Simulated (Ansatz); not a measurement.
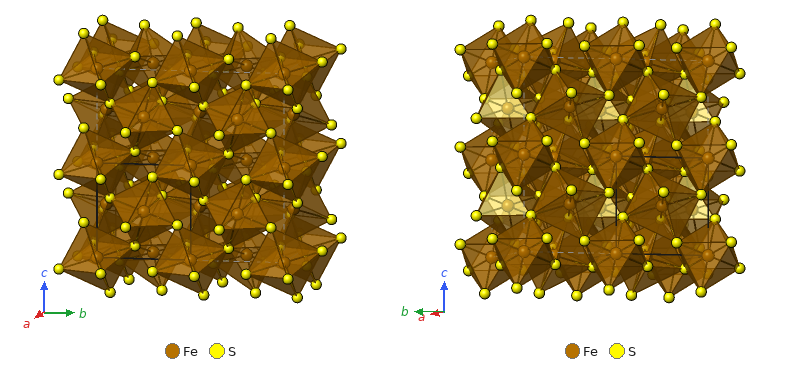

Polyhedra are drawn about Fe (bonds: Fe–S below 2.5 Å); other atoms are plain spheres. Two views of the same piece.

The compound is FeS₂ (space group Pa-3, No. 205), taken as coordinates from a relaxation with Ansatz 0.2.0, DFT, PBE, plane waves, PAW.

Question: What figure surrounds each Fe atom, and what does it share with the other drawn polyhedra?

Answer: Fe: FeS6 octahedron, sharing corners with twelve neighbours.

Question: What is the connectivity of the polyhedra: isolated, groups, chains, layers or framework?

Answer: They form a three-dimensional framework of corner-sharing octahedra.
